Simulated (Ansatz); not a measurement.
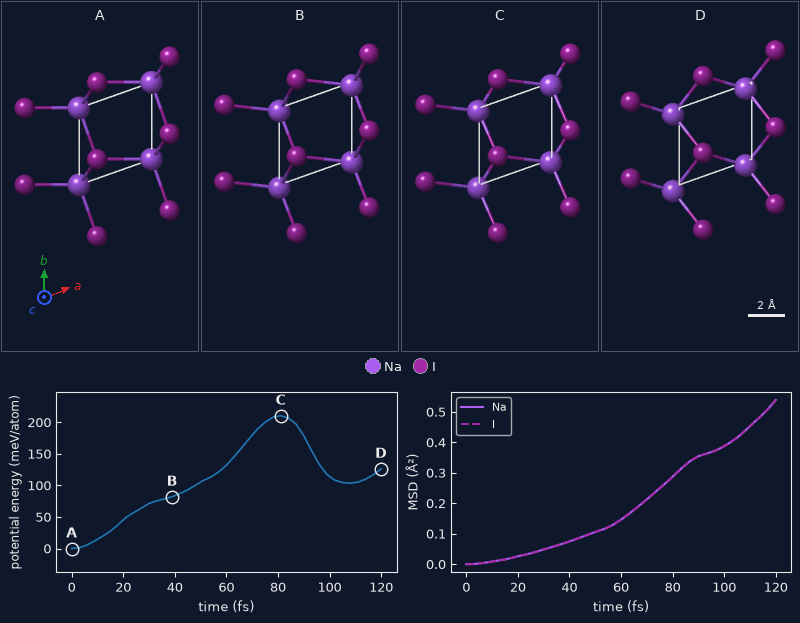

Molecular dynamics of a 2-atom cell of NaI (built on the zincblende type), 120 fs long. Frames (A at 0 fs, B at 39 fs, C at 81 fs, D at 120 fs) and the history of the run. A ball-and-stick model of the reduced simulation cell, seen along the c axis. Bonds to atoms that aren't drawn are left out. Lengths and directions refer to the drawn axes.

Level of theory: Ansatz, DFT, r2SCAN, plane waves, PAW. Settings: plane-wave cutoff 500 eV; k-point mesh 4 × 4 × 4; Fermi-Dirac smearing 0.19 eV; Langevin thermostat (NVT); set temperature 2200 K; time step 3 fs.

> Describe the run.

Over the second half the temperature averages 1748 K (spread ±380 K). The potential energy is still drifting at the end, so the run hasn't reached equilibrium. The potential energy in the second half lies on average 152 meV per atom above the first frame. In the second half of the run the atoms are, in the root-mean-square, this far from where they began (common drift taken out): Na 0.58 Å, I 0.58 Å. The run lasts only 120 fs, too short to tell vibration from diffusion.

Cost: 99 s on 4 threads of Intel(R) Xeon(R) Platinum 8375C CPU @ 2.90GHz (Ice Lake) (shared host), peak memory 0.81 GiB.
